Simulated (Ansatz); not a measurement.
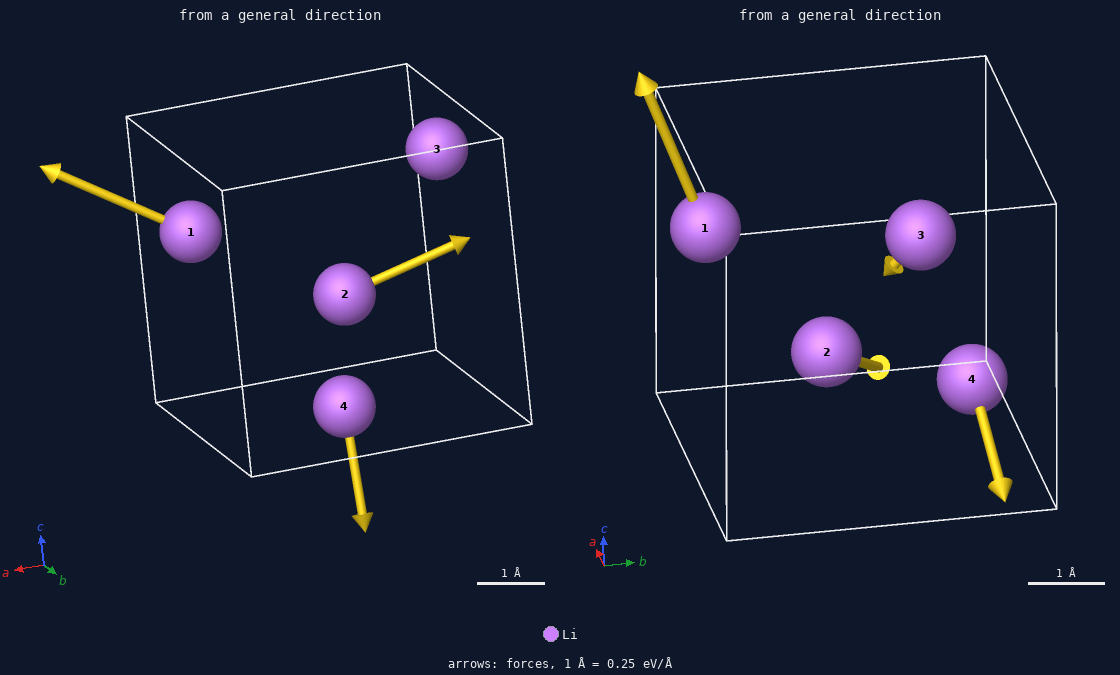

Structure drawing (spheres-only), viewed from two general directions. The parallelepiped is the simulation cell. The arrows are the computed forces on the atoms.

System: Li. Results below were computed with Ansatz 0.2.0, DFT PBE, scalar-relativistic, plane waves, PAW; the settings were wavefunction cutoff 420 eV, k-points on an 8×8×8 grid, Gaussian smearing of 0.1 eV, no spin polarisation.

Question: Are the atoms in equilibrium?

Answer: No. The atoms still feel forces of up to about 0.52 eV/Å, far above a usual threshold of 0.01 to 0.03 eV/Å.

Question: Name the atom under the greatest force.

Answer: Li1, about 0.52 eV/Å.

It goes back to a structure listed in the Materials Project. The cell was then strained or its atoms displaced on purpose. Ansatz was used for an electronic-structure calculation on it.
